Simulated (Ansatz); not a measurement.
MgO (Fm-3m), computed twice by G0W0.

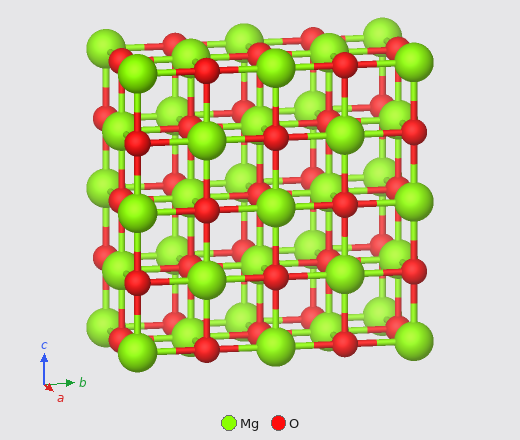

The structure (magnesium green, oxygen red). 1×2×2 conventional cells are drawn. Some periodic images of atoms are drawn too.

```
Mg O
1.0
     0.00000    2.09700    2.09700
     2.09700    0.00000    2.09700
     2.09700    2.09700    0.00000
Mg O
1 1
Direct
  0.00000 0.00000 0.00000
  0.50000 0.50000 0.50000
```

The cell and positions are those that the Materials Project relaxed with its own functionals (PBE, PBE+U or r2SCAN), kept fixed.

The first (Ansatz 0.2.0; start PBE with 10 % screened exact exchange, 8×8×8 mesh, 76 empty bands, screening to 150 eV, PAW set soft_1 files; 1 × NVIDIA H100 80GB HBM3 (shared by 6 runs) with 3 threads of AMD EPYC 7R13 (Zen 3), shared host) gave, on its mesh: starting gap 5.56 eV, G0W0 gap 7.65 eV, RPA ε∞ (mean) 2.85, 54 s.

Q: The second changes start from PBE with 10 % screened exact exchange to PBE with 15 % screened exact exchange. What does it give?

It gave: starting gap 5.91 eV, G0W0 gap 7.82 eV, RPA ε∞ (mean) 2.77, 48 s. The G0W0 gap moves by +0.17 eV, +0.35 eV from the start and −0.18 eV from the correction. Σc changes by −0.09 eV at the valence top and +0.03 eV at the conduction bottom, and Σx − Vxc between them by −0.30 eV.

Limits: not at the basis limit.

[Paths, hosts, dates, memory and timing lines, banners, echoed tables and standing remarks are left out of the program output.]

[Logs are printed without paths, hosts, clocks, repeated set-up lines and the standing remarks that a program may print on its own settings, such as how far it seeks lower states.]

[Runs of the session that timed out or met a known fault of the program may be left out.]

[Cells called generated may have been cut or substituted from an entry of the Crystallography Open Database or the Materials Project.]

[Hosts, paths, dates, database ids (printed as entryN), source tags and the programs' standing remarks are cut or masked in the printed files.]
